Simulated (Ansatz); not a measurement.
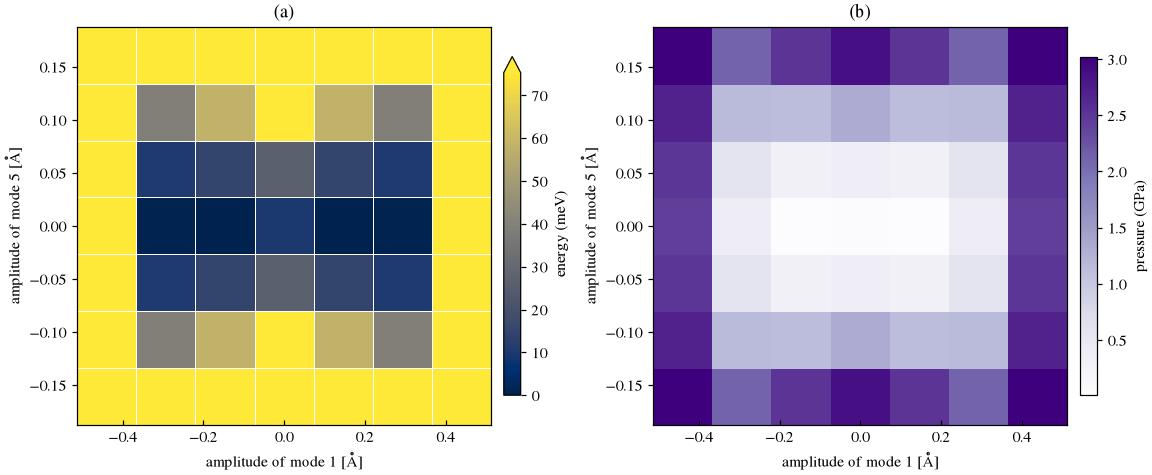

Cu (I4/mmm, No. 139; 2 atoms in the cell). The energy is mapped over two normal modes frozen in (zone-centre modes of the 2-atom cell of this scan, which folds in the wave vector (0, 0, 1/2) of the primitive cell). First axis: amplitude of mode 1 (50i cm⁻¹), largest displacement. Second axis: amplitude of mode 5 (157 cm⁻¹), largest displacement. Nothing is relaxed (the cell and all other modes fixed). The grid has 7 × 7 points; 16 points were computed and 33 follow by symmetry. Points are written as (first, second). All energies are given in meV per cell relative to the lowest grid point. All numbers below come from Ansatz, DFT PBE, scalar-relativistic, plane waves, PAW. Settings: cutoff 520 eV, k-mesh 20×20×12 in the order of the run's cell vectors, gaussian smearing 0.15 eV, no spin polarisation.

Panel (a) is the energy; panel (b) is the computed pressure, in GPa.

In the figure: one coloured cell a grid point, one colour for all values above the top of the scale.

How does the pressure vary over the map, and what is it at the lowest grid point?

Answer. It runs from 0.01 GPa at (−0.147 Å, 0.000 Å) to 3.02 GPa at (−0.440 Å, −0.161 Å). At the lowest grid point, (−0.147 Å, 0.000 Å), it is 0.01 GPa.

PAW datasets: the set soft_1.
